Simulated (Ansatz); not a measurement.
Start from this file.

```
CELL_PARAMETERS angstrom
2.90664 0.02585 -0.03226
-1.43093 2.65601 -0.00934
-0.02943 -0.02683 2.56643
ATOMIC_POSITIONS crystal
Mg 0.00000 0.00000 0.00000
O 0.33333 0.66667 0.50000
```

### Describe what this structure looks like.

It has the composition MgO. Apart from translations it has no symmetry (space group P1). It is a distorted form of a primitive hexagonal structure, space group P-6m2 (No. 187) within 0.45 Å: tungsten carbide (WC) type. Content of the cell: 1 Mg, 1 O (Z = 1). Mg bonds to six O in a distorted trigonal prismatic arrangement at 2.11 to 2.21 Å. About every O there are six Mg in a distorted trigonal prismatic arrangement at 2.11 to 2.21 Å. The bonds build a three-dimensional framework.

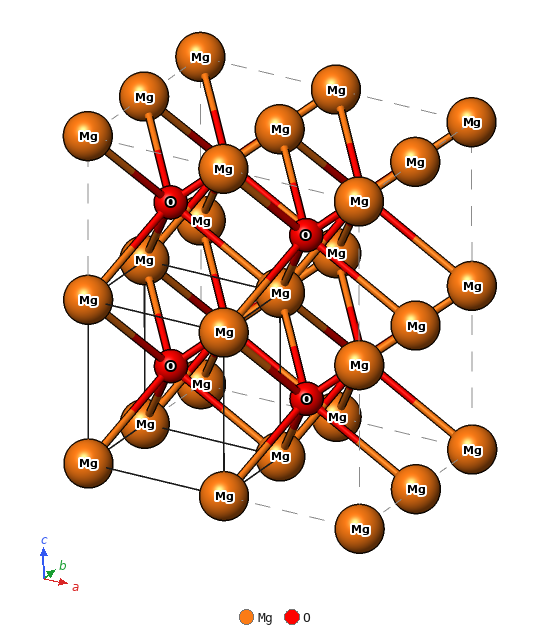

Ball-and-stick representation of a periodic structure, projected slightly off an axis. 2×2×2 cells are drawn; the solid outline is the unit cell.

Starting structure: a structure listed in the Materials Project. Earlier steps of the study may have refined or changed the cell and positions. It went into a calculation with Ansatz.

At this level of theory the cell isn't at rest (stretched, at -6 GPa), so its distances can differ from those at equilibrium, the more so the softer the solid.
